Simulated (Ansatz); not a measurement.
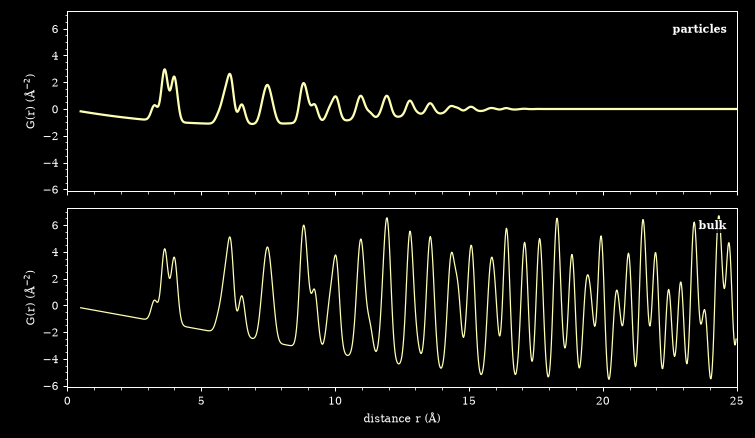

The curve is a calculated X-ray PDF: distances of the static structure, each pair weighted by the product of the atomic numbers (X-ray weights at Q = 0), broadened by Gaussians with σ = 0.12 Å, for spherical particles of Y with the bulk structure: the bulk G(r) is multiplied by the envelope of a sphere of diameter D, 1 − 3r/2D + r³/2D³, with no surface relaxation. The number density is 0.0288 atoms per Å³. Structure used: the input geometry of an electronic-structure calculation (not necessarily at equilibrium); the starting structure was generated, so it need not be a known form of this composition.

### How large are the particles?

About 18 Å (1.8 nm): the signal is half of the bulk amplitude at r ≈ 6.2 Å and vanishes at r = D, fading from view somewhat earlier.

### Roughly how many atoms does one particle hold?

About 88 (number density 0.0288 Å⁻³ times πD³/6).
